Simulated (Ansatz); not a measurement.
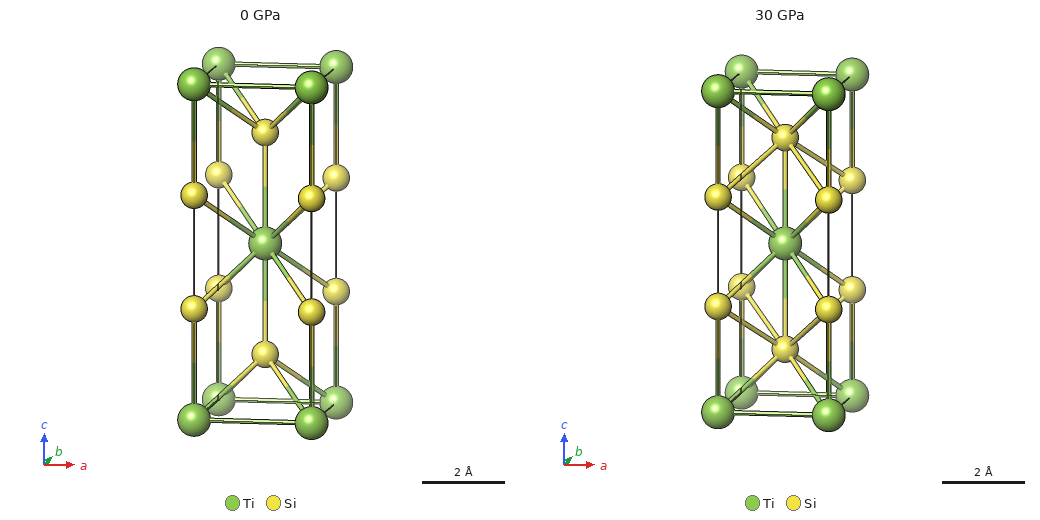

TiSi2, space group Immm (No. 71), relaxed (cell and atoms) under a series of hydrostatic pressures; the conventional cell is drawn at the lowest and the highest, to one scale (sticks follow a distance rule). The start was a structure listed in the Materials Project. It needn't be the stable form of this composition.

Alike in all runs: Ansatz 0.2.0; functional PBEsol; potentials Ansatz PAW; cutoff 420 eV; k mesh 12 × 12 × 12 on the run's cell of 3 atoms; occupations fermi-dirac, width 0.05 eV; no spin polarisation; no spin-orbit coupling.

```tsv
pressure (GPa)	volume (Å³/atom)	a (Å)	b (Å)	c (Å)
0.0	13.810	2.929	3.397	8.329
2.0	13.629	2.913	3.384	8.296
5.0	13.379	2.892	3.364	8.251
10.0	13.010	2.859	3.336	8.183
20.0	?	?	?	?
30.0	11.902	2.759	3.248	7.970
```

Q: What equation of state do the given rows imply, and what volume does it predict for the missing row?

A: The fit gives V0 = 13.81 Å³/atom, B0 = 148 GPa and B0′ = 4.2, which puts the volume at 20.0 GPa at 12.40 Å³/atom. The run gave volume 12.398 Å³/atom; a 2.805 Å; b 3.288 Å; c 8.067 Å.

Q: Which axis yields most up to 30 GPa?

A: The a axis: a −5.8 %, b −4.4 %, c −4.3 %, against −13.8 % in volume.

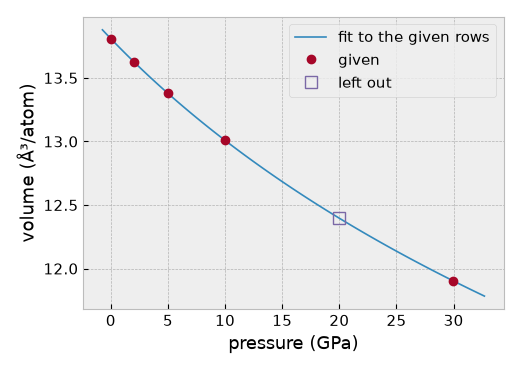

Volume against pressure, with the fit. The structure was kept in its own symmetry, so a change to another phase within this range wouldn't be seen.

Caveat: the plane-wave basis is chosen anew once the cell has moved, so the energies of steps on either side of that aren't comparable.
